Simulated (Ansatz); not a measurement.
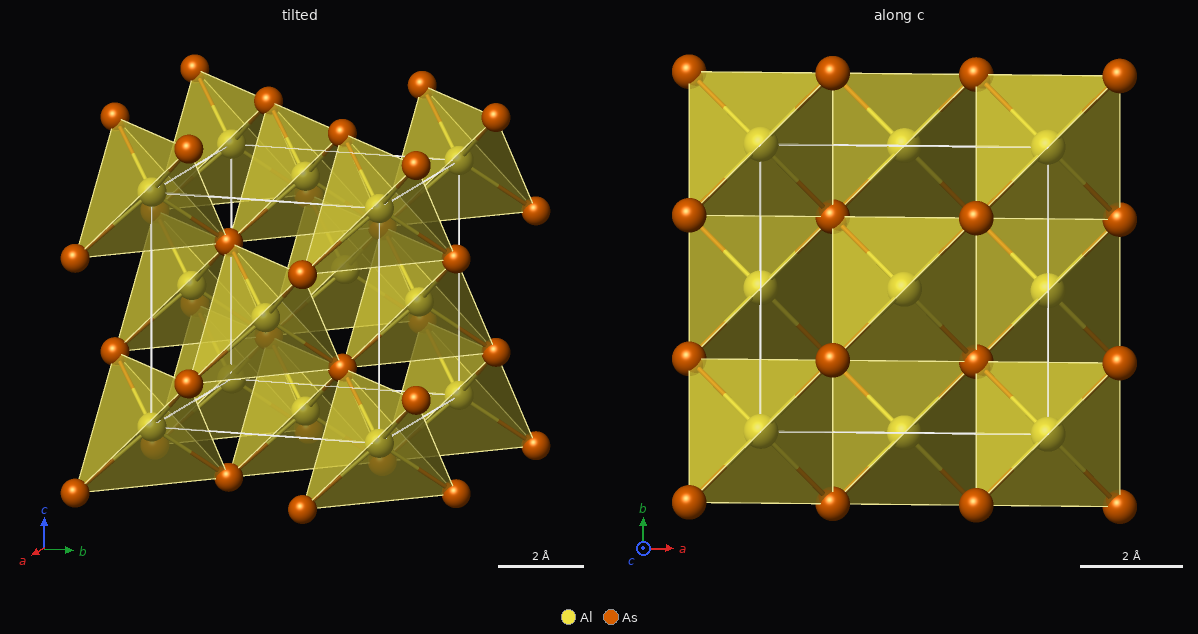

An orthographic polyhedral view of the structure, slightly off an axis and along the c axis. The parallelepiped is the drawn cell (a repeat of the simulation cell). A few atoms beyond the faces are included.

AlAs, a = 5.678 Å, b = 5.678 Å, c = 5.678 Å, α = 90.00°, β = 90.00°, γ = 90.57°. Strictly the space group is Imm2 (No. 44, within 0.01 Å). It is a distorted form of a face-centred cubic structure, space group F-43m (No. 216) within 0.25 Å: zinc blende (sphalerite type). Provenance: a structure type filled with these elements by a generator (whether the compound takes this form wasn't checked). The cell was then strained or its atoms displaced on purpose. A calculation with Ansatz used it as input.

This one geometry was computed with Ansatz (DFT, plane waves, PAW) at three levels of theory: PBE, HSE06 and r2SCAN. It was relaxed with r2SCAN and then strained.

**Which level gives the highest pressure at this volume, and what does that say about its equilibrium volume?**

Highest: PBE (1.9 GPa), which points to the largest equilibrium volume. Lowest, with the smallest volume: HSE06 (0.2 GPa) and r2SCAN (0.0 GPa). Levels within 0.5 GPa of each other can't be told apart.

**How does the band gap change with the level of theory?**

PBE: a gap of 1.41 eV, indirect; r2SCAN: a gap of 1.77 eV, indirect; HSE06: a gap of 2.04 eV, indirect.

**Collect the results in a table.**

| level | cutoff (eV) | k-mesh of the run's cell | gap (eV) | pressure (GPa) |
| --- | --- | --- | --- | --- |
| PBE | 420 | 8×8×8 | 1.41 | 1.9 |
| HSE06 | 420 | 6×6×6 | 2.04 | 0.2 |
| r2SCAN | 500 | 8×8×8 | 1.77 | 0.0 |

Gaps are taken on the k-mesh or band path of each run.
